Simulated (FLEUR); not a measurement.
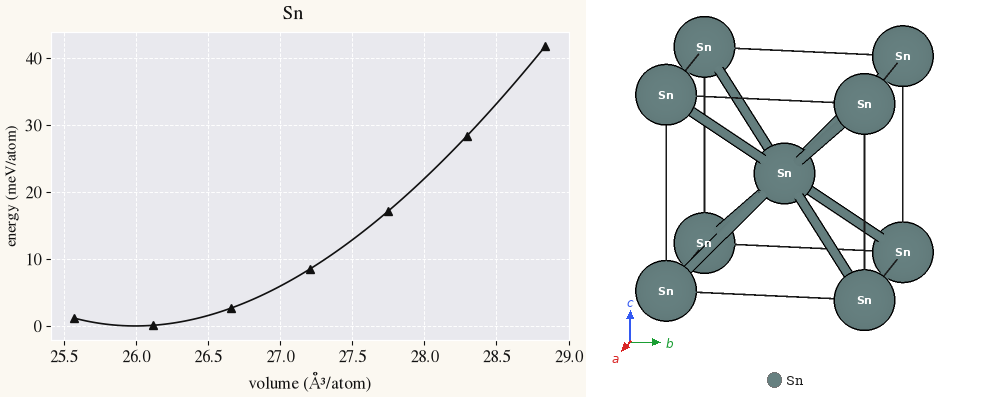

The plot gives the computed energy against volume for Sn, space group Im-3m (No. 229). The conventional cell is drawn beside the plot.

Cell as given: a = 3.282 Å, b = 3.282 Å, c = 3.282 Å, α = 109.47°, β = 109.47°, γ = 109.47°; 1 atom.

Method: all-electron LAPW DFT, no spin polarisation; energies at scaled volumes of the given cell, shape and fractions fixed, counted from the fit's minimum, third-order Birch-Murnaghan fit (FLEUR MaX-R8.1 (later development tree)). Level: PBEsol.

```tsv
setting	value
k mesh	10×10×10
occupations	Fermi–Dirac
smearing width	0.05 eV
potentials	all electron
program settings	basis FLAPW, kmax 4.1 1/bohr
```

How stiff is the solid, and where is its volume at rest?

Answer. A third-order Birch–Murnaghan fit gives V0 = 26.00 Å³/atom, B0 = 52.8 GPa and B′ = 4.9.
